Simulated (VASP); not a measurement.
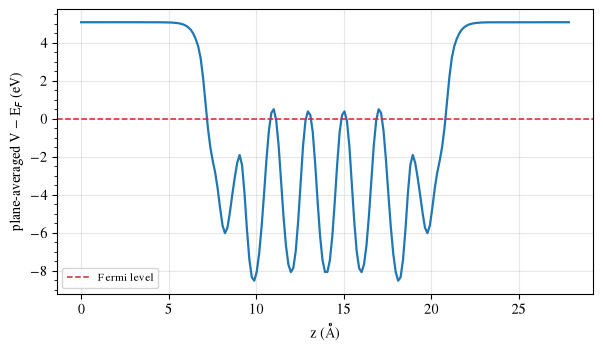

*AlAs (slab). Plane average of the electrostatic potential energy of an electron across the slab.*

Theory: VASP 6.6.1, Kohn-Sham DFT of a periodic cell, PBEsol, VASP PAW PBE potentials, recommended.

Core electrons are frozen (PAW), and the valence fields are smoothed inside the atomic spheres.

> How far above the Fermi level of the calculation is the vacuum level?

5.1 eV. The slab has a gap, so the Fermi level lies inside it and this isn't a work function in the metallic sense.

> What are the slab's thickness and the vacuum gap?

The outermost nuclei are 12.6 Å apart, in 9 atomic planes; the vacuum between periodic images is 15.4 Å wide.
